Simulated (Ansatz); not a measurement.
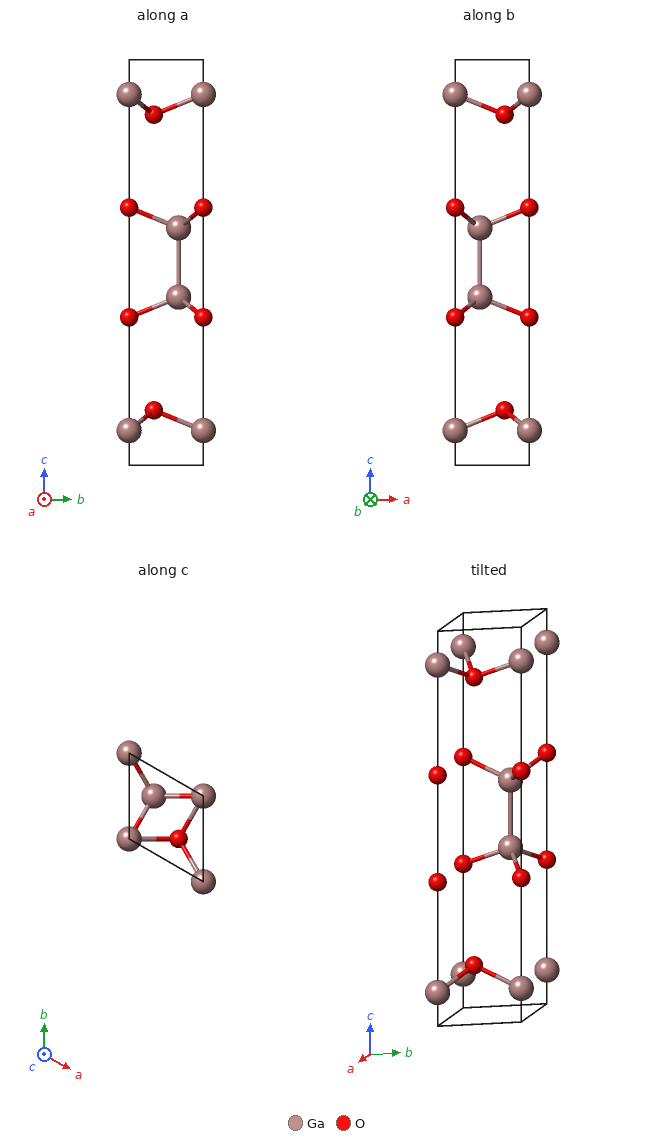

Ball-and-stick representation of a periodic structure, projected along the a axis, along the b axis, along the c axis and slightly off an axis. The parallelepiped is the conventional unit cell.

Lattice parameters: a = 3.1008 Å, b = 3.1008 Å, c = 14.6629 Å, α = 90.000°, β = 90.000°, γ = 120.000°.

**Set out the cell and atoms as a CIF in P1 with every atom of the cell, with free fractional coordinates to two decimals.**

```cif
data_structure
_symmetry_space_group_name_H-M 'P 1'
_symmetry_Int_Tables_number 1
_cell_length_a 3.1008
_cell_length_b 3.1008
_cell_length_c 14.6629
_cell_angle_alpha 90.000
_cell_angle_beta 90.000
_cell_angle_gamma 120.000
_cell_volume 122.10
loop_
_atom_site_label
_atom_site_type_symbol
_atom_site_fract_x
_atom_site_fract_y
_atom_site_fract_z
_atom_site_occupancy
Ga1 Ga 0.3333 0.6667 0.41 1
Ga2 Ga 0.3333 0.6667 0.59 1
Ga3 Ga 0.00 0.00 0.09 1
Ga4 Ga 0.00 0.00 0.91 1
O1 O 0.6667 0.3333 0.14 1
O2 O 0.6667 0.3333 0.86 1
O3 O 0.00 0.00 0.36 1
O4 O 0.00 0.00 0.64 1
```

It goes back to a structure type filled with these elements by a generator (whether the compound takes this form wasn't checked). This is the structure after a relaxation with Ansatz, DFT PBE, scalar-relativistic, plane waves, PAW.
